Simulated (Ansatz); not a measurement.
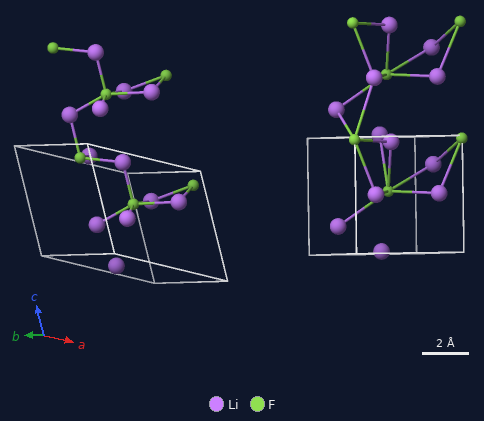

Two geometries of a crystal of Li$_{3}$F (built on the A15_223 type) (coarse preliminary run), drawn at one scale. One is the start of a relaxation, the other its converged end. The picture is a ball-and-stick view of the cell of the calculation, repeated 1 × 1 × 2 with one cell outlined, seen from a free direction.

All numbers below come from DFT PBE, scalar-relativistic, plane waves, PAW (Ansatz 0.2.0). Set-up: plane-wave cutoff 420 eV; k-point mesh 6 × 6 × 6; occupations gaussian; smearing width 0.1 eV; no spin polarisation; cell and atoms relaxed; force threshold 0.015 eV/Å; at most 120 steps.

Q: Which geometry has the lower energy?

A: The left one is the relaxed one. Case: A15 type (Pm-3n, No. 223); cell x1, atoms moved at random (sigma 0.15 Å) and cell strained at random (1.5 %), then relaxed without symmetry. After 24 accepted moves (30 points after the start) the energy has fallen by 5.656 eV per cell of the calculation. Largest force component: 1.4 eV/Å at the start, 0.011 eV/Å at the end. The pressure goes from 0.05 to 0.02 GPa. The line search rejected the trial steps at points 16, 19, 20 of the run. At 3 points the geometry stayed and the basis and grid were re-selected for the new cell (energy shift of 0.155 eV per cell of the calculation at most each time). The largest move relative to the cell is that of an F atom, 2.01 Å roughly along [1 2 0]. By element the largest moves are F 2.01 Å, Li 0.87 Å. The drawn cell changes as follows: a 5.130 → 5.196 Å (+1.3 %), b 5.117 → 5.774 Å (+12.8 %), c 5.092 → 4.980 Å (−2.2 %), α 92.4° → 90.1°, β 90.9° → 118.5°, γ 89.6° → 109.6°; the volume changes by −9.2 %. Some distances before and after: F–Li 4.624 → 1.952 Å, F–Li 2.762 → 4.482 Å, F–Li 2.864 → 4.441 Å, F–Li 2.627 → 3.830 Å. New bonds form: F–Li (4.62 → 1.95 Å). The space group stays P1 (No. 1). The run took 9.3 min on 1 thread of Intel(R) Xeon(R) 6975P-C (Granite Rapids), on a shared host, peak memory 0.61 GiB.
